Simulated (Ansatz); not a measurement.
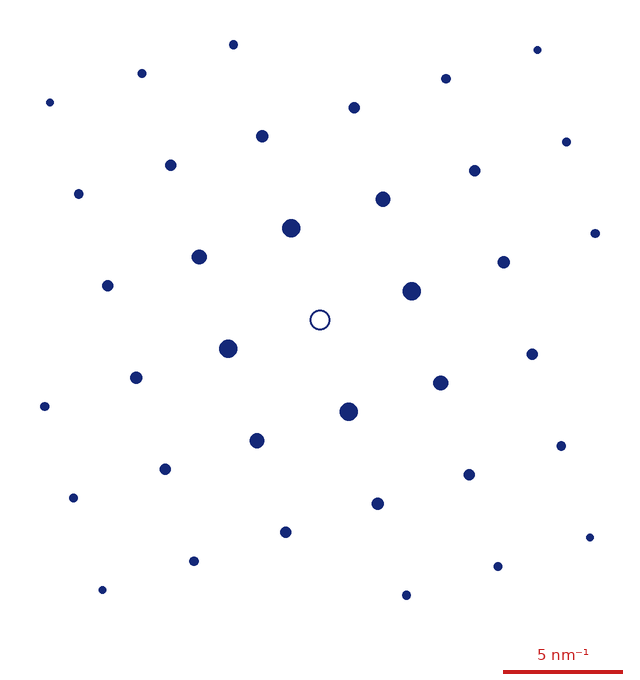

Computed electron diffraction pattern, 100 kV, single scattering only, B = 0.5 Å².

Phase: Ru, space group Pm-3m (No. 221), a = 2.464 Å. Structure: the geometry relaxed with Ansatz 0.2.0, DFT, LDA (PW92), plane waves (420 eV) with PAW, scalar-relativistic; the starting structure was generated, so it need not be a known form of this composition.

Determine the zone axis from the geometry of the pattern.

Answer. The spots form a square net with both shortest vectors at d = 2.46 Å, 90.0° apart. They index as 1 0 0 and 0 1 0, so the zone axis is [001] (or an equivalent direction of <001>).
